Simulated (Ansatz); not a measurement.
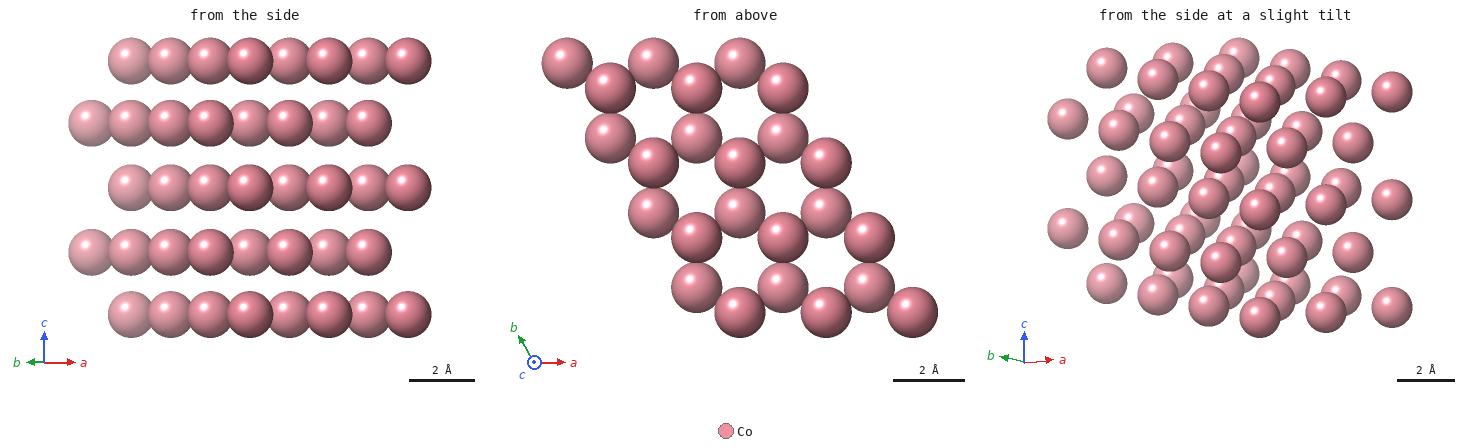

A spheres-only picture of a periodic slab, seen from the side, from above and from the side at a slight tilt. The surface normal points up in side views; the vacuum is left out. 3×4 cells are drawn in the plane, with atoms at the edges repeated.

The cell holds 5 Co. The slab was cut from bulk Co (P6_3/mmc).

Question: Give the thickness from the bottom atom to the top atom.

Answer: About 8 Å from the lowest to the highest atom.

Question: How are the atomic planes stacked?

Answer: Five planes: Co / Co / Co / Co / Co.

Question: Index the surface.

Answer: (0 0 1).

Computational set-up: DFT PBEsol, scalar-relativistic, plane waves, PAW in Ansatz 0.2.0, 420 eV cutoff, Brillouin-zone sampling on a 15×15×1 mesh, Gaussian smearing of 0.1 eV, collinear spins.

Question: Estimate the work function for the two faces.

Answer: 5.13 eV on both faces.

Its origin is a structure listed in the Materials Project, from which a slab was cut. The atoms were relaxed in a fixed cell with DFT PBEsol, scalar-relativistic, plane waves, PAW in Ansatz.
